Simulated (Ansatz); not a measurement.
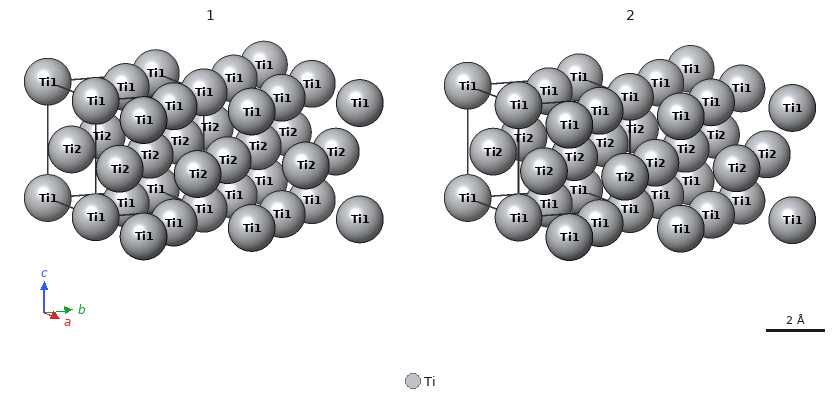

Two geometries of solid Ti (set up in Fm-3m): one is the relaxed structure, the other was perturbed away from it. A spheres-only model of the conventional cell (2 times the calculation's cell), repeated 2 × 2 × 1 with one cell outlined, seen slightly off an axis. Lengths and directions refer to the drawn axes.

Method: DFT r2SCAN, scalar-relativistic, plane waves, PAW (Ansatz 0.2.0). Settings: plane-wave cutoff 500 eV; k-point mesh 18 × 18 × 12; occupations gaussian; smearing width 0.1 eV; no spin polarisation.

> Which one is perturbed?

Structure 2 is the perturbed one. Uniaxial strain along a, +4.0 %, is applied. The b and c axes and the atoms are relaxed. The energy rises by 9.0 meV per atom. Pressure: 0.0 GPa before, −1.3 GPa after. The principal stresses (compression positive) are −3.9 GPa along [1 1 0] and none across it. The volume changes by +1.1 %, with a = b 4.110 → 4.209 Å (+2.4 %), c 4.110 → 3.967 Å (−3.5 %), γ 90.0° → 88.2°. The atoms keep their places relative to the cell (all moves are under 0.005 Å). Among the bonded contacts that change: Ti–Ti 2.906 → 2.892 to 3.023 Å. The space group (tolerance 0.01 Å) goes from Fm-3m (No. 225) to Immm (No. 71).
